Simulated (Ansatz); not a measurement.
# AlNi(100) (Pm-3m bulk, 8 atomic planes (those closer than 0.6 Å count as one), 10 Å, Al-terminated): simulated STM

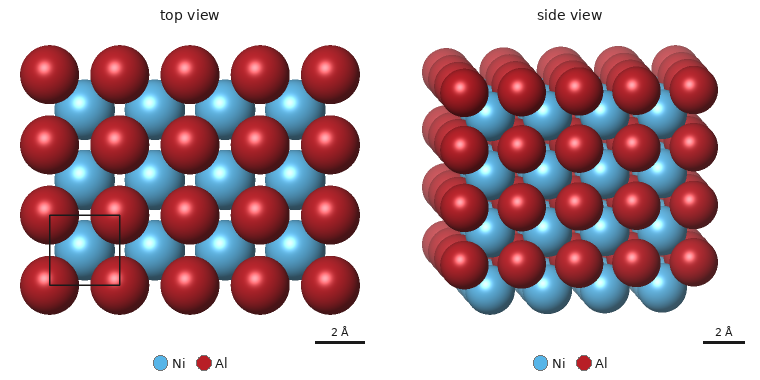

The relaxed structure from above and from the side.

The calculation used Ansatz 0.2.0, DFT PBE, scalar-relativistic, plane waves, PAW. Cutoff 420 eV, 17 × 17 k-points, Gaussian smearing 0.1 eV, dipole correction. The slab is a cut without reconstruction beyond its cell, at the source's lattice constants, with its lower half held fixed and the rest relaxed. No spin polarisation (the relaxation was started with spin and lost its moment; a magnetic state may still lie lower). The run couldn't confirm all of its levels under its output density. The run warns that the functional's potential is rough in the thin density of the vacuum, where the tip is; weak contrasts and barriers may feel it.

The STM signal is simulated in the Tersoff–Hamann approximation. Bias windows are sharp sums over the levels of the k mesh.

Input

```yaml
crystal:
  lattice:
    - [2.881, 0.0, 0.0]
    - [0.0, 2.881, 0.0]
    - [0.0, 0.0, 28.083499749]
  atoms:
    - { symbol: Ni, position: [0.5, 0.5, 0.3204728784] }
    - { symbol: Al, position: [0.0, 0.0, 0.3717663389] }
    - { symbol: Ni, position: [0.5, 0.5, 0.4230597993] }
    - { symbol: Al, position: [0.0, 0.0, 0.4743532698] }
    - { symbol: Ni, position: [0.5, 0.5, 0.5256874268] }
    - { symbol: Al, position: [0.0, 0.0, 0.5780070856] }
    - { symbol: Ni, position: [0.5, 0.5, 0.6314733107] }
    - { symbol: Al, position: [0.0, 0.0, 0.680451105] }
basis:
  ecutwfc: 420.0
  fft_grid_basis: typed
kpoints:
  mp_grid: { grid: [17, 17, 1] }
hamiltonian:
  xc: pbe
  pseudopotentials: { kind: paw }
scf:
  occupations: { method: gaussian, width: 0.1 }
output:
  forces: true
  eigenvalues: true
  band_densities:
    - { e_range: [-2.0, -1.0] }
    - { e_range: [-1.0, -0.5] }
    - { e_range: [-0.5, -0.25] }
    - { e_range: [-0.25, 0.0] }
    - { e_range: [0.0, 0.25] }
    - { e_range: [0.25, 0.5] }
    - { e_range: [0.5, 1.0] }
    - { e_range: [1.0, 1.5] }
  band_residual_tolerance: 1.0e-05
  write_potential: true
  elf: true
  write_density: true
  volumetric_format: npy
efield:
  axis: 3
  dipole_correction: true
  ramp_width: 0.04
checkpoint:
  read: start.run
  write: ck
  compress: false
  write_wavefunctions: false
  write_every: 100000
```

Run with:

```sh
ansatz run input.yaml --threads 2 --pin off --max-ram 4423MiB --backend cpu --events-out ev --progress --plain --runs-dir out
```

This step took 77 s on 2 threads of Arm Neoverse N1, on a shared host, peak memory 0.67 GiB; the relaxation before it isn't counted.

Part 1: One image

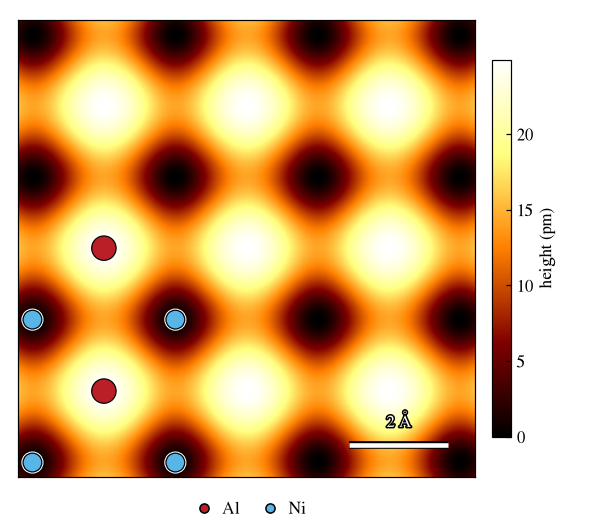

Constant-current image at a set point of 5.8 × 10⁻⁴ e/Å³ of this surface, sample bias +1.00 V. The atoms seen from above are drawn over one corner (deeper ones smaller).

**Which atoms or sites appear bright, which dark, and how strong is the contrast?**

The brightest spots lie over the top Al atoms; the darkest points are over the Ni atoms 1.4 Å below the top plane. The corrugation is 25 pm at a mean tip height of 3.5 Å.

Part 2: Approach curves

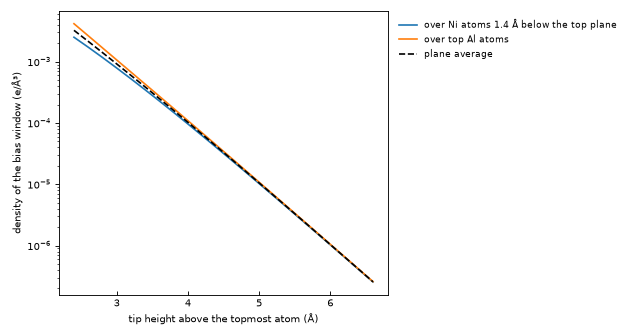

Approach curves over this surface at a sample bias of −2.00 V.

**Estimate the decay constant and the apparent barrier, and compare with the vacuum level, which the run puts 3.98 eV above zero bias.**

Near 4 Å the plane average falls as exp(−2.24 z/Å), a factor of 9.4 per ångström, which gives an apparent barrier of 4.8 eV (0.952 eV Å² times the slope squared). The apparent barrier is above 3.98 eV. At 4 Å the 0.25 eV of states nearest the highest filled state carry 15 % of the density, so deeper states, or ones away from the zone centre, set the barrier.

Part 3: States by depth

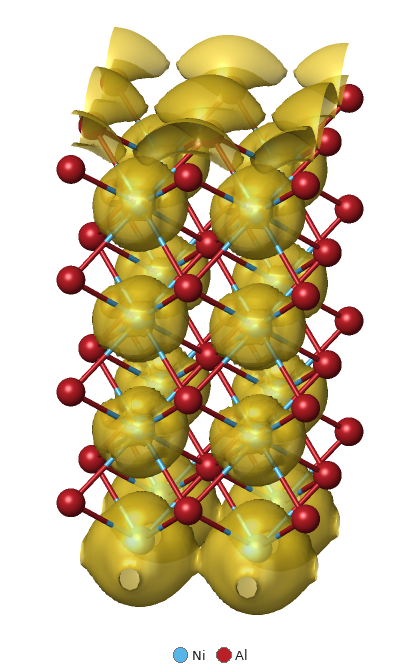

Density of all states between −0.50 and −0.25 eV (zero: the Fermi level) of this surface: yellow isosurface at 5.8 × 10⁻³ e/Å³, seen from the side, tilted.

The picture shows the smooth PAW orbitals' density alone, which lacks about 55 % of these states' charge, near the nuclei; the shares below count all of it.

**Where in the slab do these states sit?**

The window holds 1.4 states per cell. Shares by plane (space cut midway between planes), top to bottom: Al 7 %, Ni 16 %, Al 4 %, Ni 16 %, Al 3 %, Ni 17 %, Al 3 %, Ni 33 %; the outer planes' shares include the vacuum, and density in a gap between layers is shared out between the planes on either side.

Part 4: Bias series

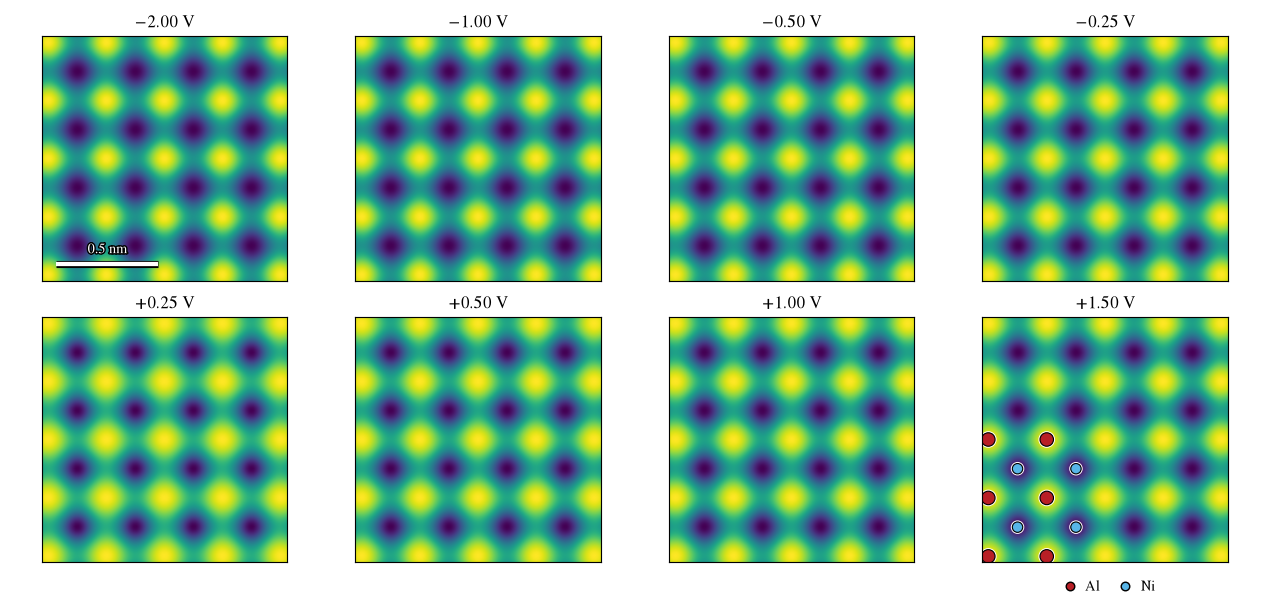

Constant-current images of this surface at 8 sample biases, each on its own colour scale; the last has the atoms seen from above drawn over one corner (deeper ones smaller).

**How do the images change with bias?**

```json
{"bias": "−2.00 V", "set point (e/Å³)": "3.1 × 10⁻⁴", "corrugation": "9 pm", "brightest over": "top Al atoms"}
{"bias": "−1.00 V", "set point (e/Å³)": "2.9 × 10⁻⁴", "corrugation": "9 pm", "brightest over": "top Al atoms"}
{"bias": "−0.50 V", "set point (e/Å³)": "1.2 × 10⁻⁴", "corrugation": "13 pm", "brightest over": "top Al atoms"}
{"bias": "−0.25 V", "set point (e/Å³)": "5.0 × 10⁻⁵", "corrugation": "19 pm", "brightest over": "top Al atoms"}
{"bias": "+0.25 V", "set point (e/Å³)": "1.1 × 10⁻⁴", "corrugation": "38 pm", "brightest over": "top Al atoms"}
{"bias": "+0.50 V", "set point (e/Å³)": "2.8 × 10⁻⁴", "corrugation": "29 pm", "brightest over": "top Al atoms"}
{"bias": "+1.00 V", "set point (e/Å³)": "5.8 × 10⁻⁴", "corrugation": "25 pm", "brightest over": "top Al atoms"}
{"bias": "+1.50 V", "set point (e/Å³)": "7.5 × 10⁻⁴", "corrugation": "25 pm", "brightest over": "top Al atoms"}
```

The slab has states at the Fermi level, so this model gives a current down to small biases. Its work function (top face) is 3.98 eV.

The weakest contrasts here depend on the k mesh and on the tip.
